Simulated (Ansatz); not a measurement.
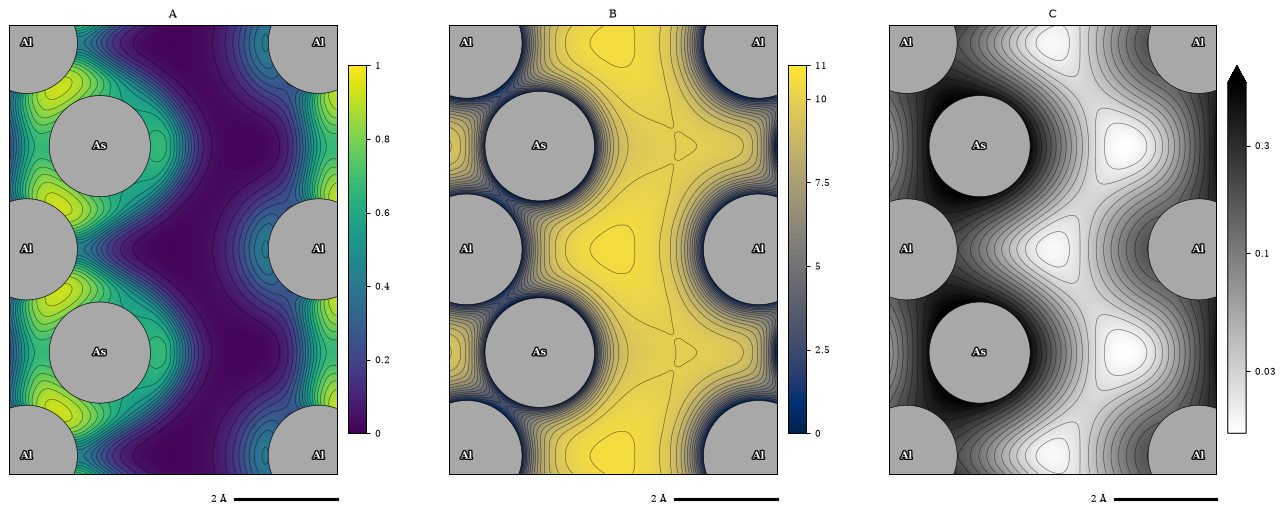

AlAs: 3 fields on the (101) plane of the conventional cell, with unlabelled colour scales. Grey discs cover the atomic cores.

Space group F-43m.

The calculation used DFT PBE, spin-orbit coupling, plane waves, PAW in Ansatz.

```cif
data_structure
_symmetry_space_group_name_H-M 'P 1'
_symmetry_Int_Tables_number 1
_cell_length_a 5.7276
_cell_length_b 5.7276
_cell_length_c 5.7276
_cell_angle_alpha 90.000
_cell_angle_beta 90.000
_cell_angle_gamma 90.000
_cell_volume 187.90
loop_
_atom_site_label
_atom_site_type_symbol
_atom_site_fract_x
_atom_site_fract_y
_atom_site_fract_z
_atom_site_occupancy
Al1 Al 0.50000 0.50000 0.00000 1
Al2 Al 0.00000 0.50000 0.50000 1
Al3 Al 0.00000 0.00000 0.00000 1
Al4 Al 0.50000 0.00000 0.50000 1
As1 As 0.25000 0.75000 0.25000 1
As2 As 0.75000 0.75000 0.75000 1
As3 As 0.75000 0.25000 0.25000 1
As4 As 0.25000 0.25000 0.75000 1
```

Which field does each panel show? The fields are: electron localisation function, electrostatic potential energy of an electron and valence pseudo-density.

Panel A: electron localisation function. Panel B: electrostatic potential energy of an electron (low next to the atoms, rising into the space between them). Panel C: valence pseudo-density. From the grid: Al–As (2.48 Å): ρ is about 0.46 e/Å³ halfway; the ELF peaks at about 0.90 between the atoms (a covalent bond).
